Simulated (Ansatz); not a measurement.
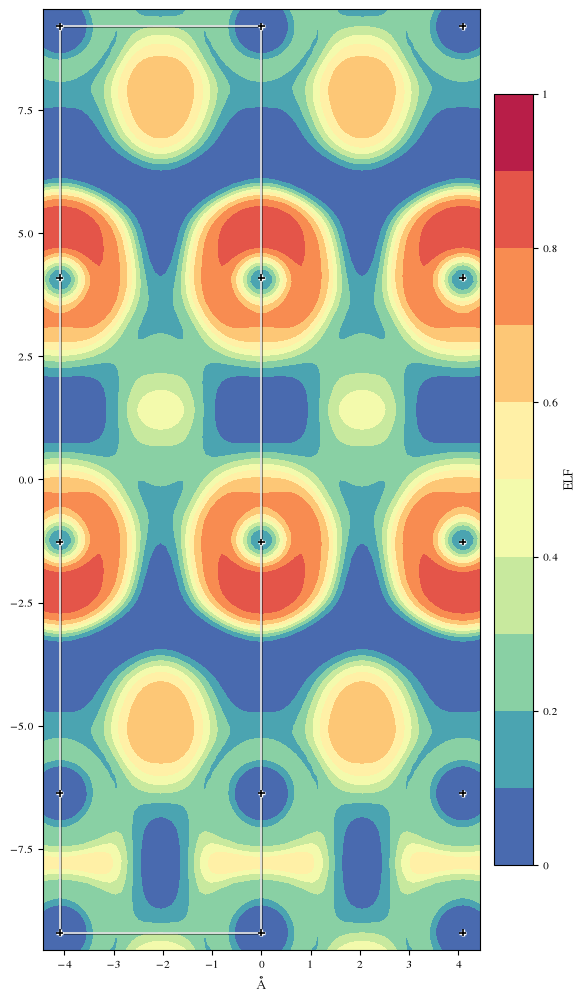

The electron localisation function on a plane through atoms (crosses mark nuclei in the plane).

These are results of Ansatz 0.2.0, DFT PBE, scalar-relativistic, plane waves, PAW, not measurements.

Candidates:
A. Si2W, a = 3.23 Å, b = 3.23 Å, c = 7.87 Å, α = 90.00°, β = 90.00°, γ = 90.00°. Space group I4/mmm.
B. InSe, a = 4.09 Å, b = 4.09 Å, c = 18.40 Å, α = 90.00°, β = 90.00°, γ = 120.00°. Space group P6₃/mmc.

Question: Which system is this?

Answer: Candidate B: InSe on the (010) plane of the conventional cell, which holds In and Se. In–In (2.83 Å): the ELF reaches about 0.55 near the midpoint.
